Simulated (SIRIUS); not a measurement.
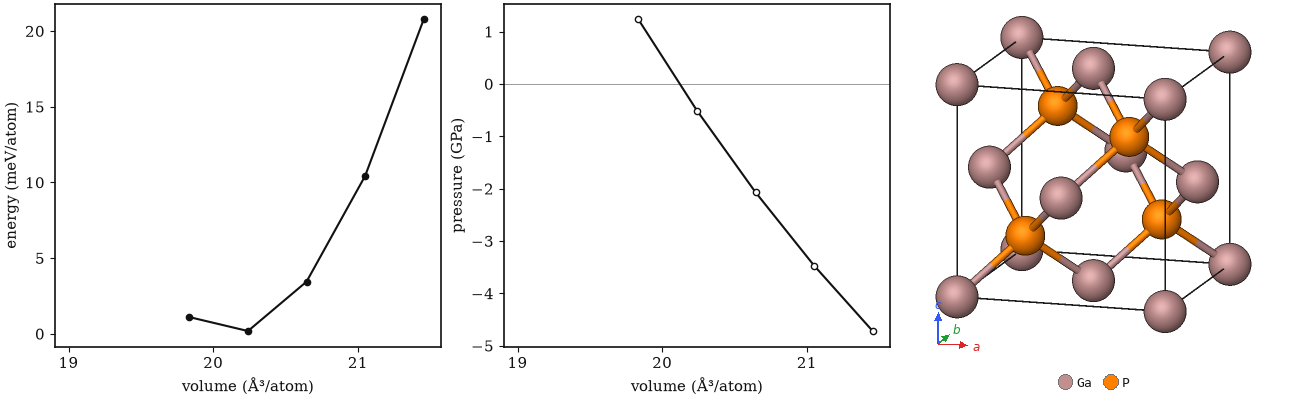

The picture above shows the energy and pressure against volume for GaP, space group F-43m (No. 216). The conventional cell is drawn beside the plot.

Cell as given: a = 3.854 Å, b = 3.854 Å, c = 3.854 Å, α = 60.00°, β = 60.00°, γ = 60.00°; 2 atoms.

Method: plane-wave DFT, no spin polarisation; energies at scaled volumes of the given cell, shape and fractions fixed, counted from the fit's minimum, third-order Birch-Murnaghan fit (SIRIUS 7.12.0). Level: PBEsol.

```tsv
setting	value
k mesh	8×8×8
occupations	Fermi–Dirac
smearing width	0.05 eV
potentials	dojo sr pbesol 0.4.1 standard
wave cutoff	1102 eV
density cutoff	4408 eV
```

The points at volume 19.03 Å³/atom and 19.43 Å³/atom are left out of the plot. What values does the calculation give there?

```json
{"volume (Å³/atom)": "19.03", "energy (meV/atom)": "17.45", "pressure (GPa)": "5.35"}
{"volume (Å³/atom)": "19.43", "energy (meV/atom)": "6.68", "pressure (GPa)": "3.18"}
```
